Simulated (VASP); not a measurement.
System: Se.

```
CELL_PARAMETERS angstrom
4.86816 0.00000 0.00000
0.00000 7.90933 0.00000
0.00000 0.00000 2.74020
ATOMIC_POSITIONS crystal
Se 0.67408 0.40105 0.26384
Se 0.82592 0.90105 0.73616
Se 0.32592 0.59895 0.26384
Se 0.17408 0.09895 0.73616
```

Space group P2₁2₁2; a structure from a database of computed crystals, not necessarily the ambient phase; not relaxed (largest force 0.6 eV/Å).

The calculation used VASP 6.6.1, Kohn-Sham DFT of a periodic cell, PBEsol, VASP PAW PBE potentials, recommended.

> What will maps of the valence pseudo-density and electron localisation function show?

Se–Se (2.31 Å): the density is about 0.71 e/Å³ at the midpoint; the ELF peaks at about 0.75 between the atoms (a shared electron pair).

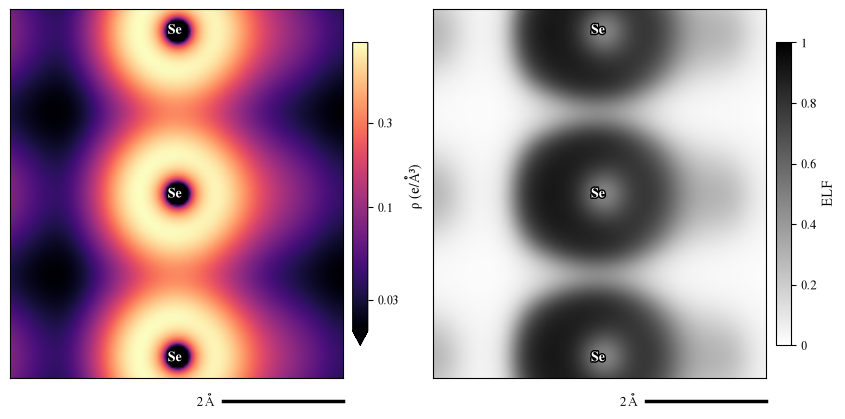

Computed valence pseudo-density and electron localisation function on the (010) plane of the conventional cell, in this order. 

In a PAW calculation such maps are meaningful between the atoms, not at the nuclei.
